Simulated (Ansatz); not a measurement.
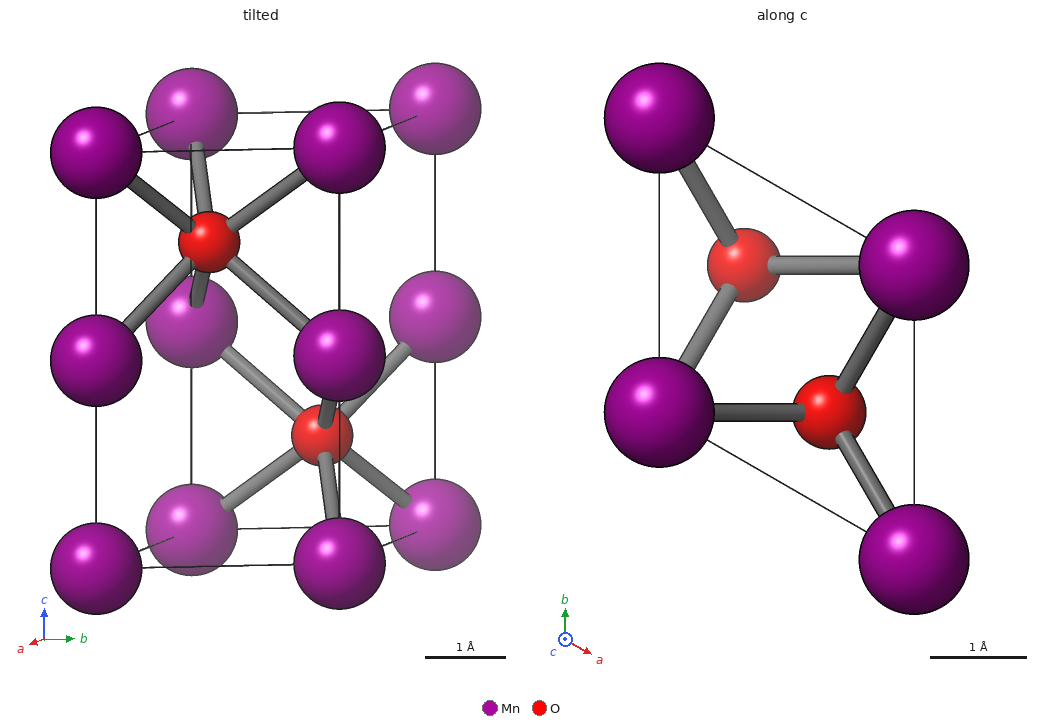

This ball-and-stick model is shown slightly off an axis and along the c axis. The conventional unit cell is outlined; an atom on or near a face, edge or corner is repeated at each equivalent position.

MnO, nickel arsenide (NiAs) type, space group P6_3/mmc (No. 194), a = 3.078 Å, b = 3.078 Å, c = 5.300 Å, α = 90.00°, β = 90.00°, γ = 120.00°. Origin of the cell: a structure type filled with these elements by a generator (whether the compound takes this form wasn't checked). Earlier steps of the study, as a rule a relaxation of our own, may have changed the cell and positions, so they can lie some per cent off the listed ones. It was run through Ansatz as a DFT input.

This one geometry was computed with Ansatz (DFT, plane waves, PAW) at five levels of theory: LDA, r2SCAN, PBE with spin-orbit coupling, PBEsol and HSE06.

### Which level gives the highest pressure at this volume, and what does that say about its equilibrium volume?

Highest: HSE06 (0.8 GPa), which points to the largest equilibrium volume. Lowest, with the smallest volume: LDA (-15.0 GPa). Levels within 0.5 GPa of each other can't be told apart.

### How does the band gap change with the level of theory?

LDA: a gap of 0.47 eV on the k-mesh; PBEsol: a gap of 0.77 eV on the k-mesh; PBE with spin-orbit coupling: a gap of 0.88 eV on the k-mesh; r2SCAN: a gap of 1.80 eV on the k-mesh; HSE06: a gap of 3.05 eV on the k-mesh.

### Collect the results in a table.

| level | cutoff (eV) | k-mesh of the run's cell | gap (eV) | pressure (GPa) | absolute moment (μB/atom) |
| --- | --- | --- | --- | --- | --- |
| LDA | 420 | 12×12×8 | 0.47 | -15.0 | 2.14 |
| r2SCAN | 500 | 12×12×8 | 1.80 | -1.4 | 2.29 |
| PBE with spin-orbit coupling | 420 | 12×12×8 | 0.88 | -0.1 | 2.19 |
| PBEsol | 420 | 12×12×8 | 0.77 | -7.4 | 2.18 |
| HSE06 | 420 | 6×6×4 | 3.05 | 0.8 | 2.33 |

Gaps are taken on the k-mesh or band path of each run.
